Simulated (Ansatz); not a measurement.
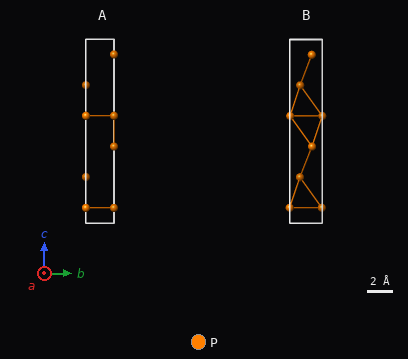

Two geometries of solid P (a generated structure, set up in P3_121) (coarse preliminary run), drawn at one scale. One is the start of a relaxation, the other its converged end. The picture is a ball-and-stick view of the cell of the calculation, seen along the a axis.

Theory: DFT PBE, scalar-relativistic, plane waves, PAW (Ansatz). Set-up: plane-wave cutoff 420 eV; k-point mesh 6 × 6 × 2; occupations gaussian; smearing width 0.1 eV; no spin polarisation; cell and atoms relaxed; force threshold 0.04 eV/Å; at most 70 steps.

Which one is relaxed?

Answer. Structure A is the relaxed one. The largest moves relative to the cell, 0.82 Å, are those of P atoms. Cell: a = b 2.986 → 2.606 Å (−12.7 %), c 14.786 → 14.810 Å (+0.2 %). Volume −23.7 %. Among the contacts that change: P–P 3.024 → 3.594 Å, P–P 3.046 → 3.588 Å, P–P 2.963 → 2.474 Å, P–P 2.950 → 2.462 Å. The space group (tolerance 0.01 Å) goes from P3_121 (No. 152) to P6/mmm (No. 191). After 12 accepted moves (15 points after the start) the energy has fallen by 3.772 eV per cell of the calculation. The largest force component goes from 0.14 to 0.022 eV/Å. The pressure goes from −15.17 to −0.18 GPa. The line search rejected the trial steps at points 9, 11 of the run. At 1 point the geometry stayed and the basis and grid were re-selected for the new cell (energy shift of 1.3 meV per cell of the calculation at most each time).
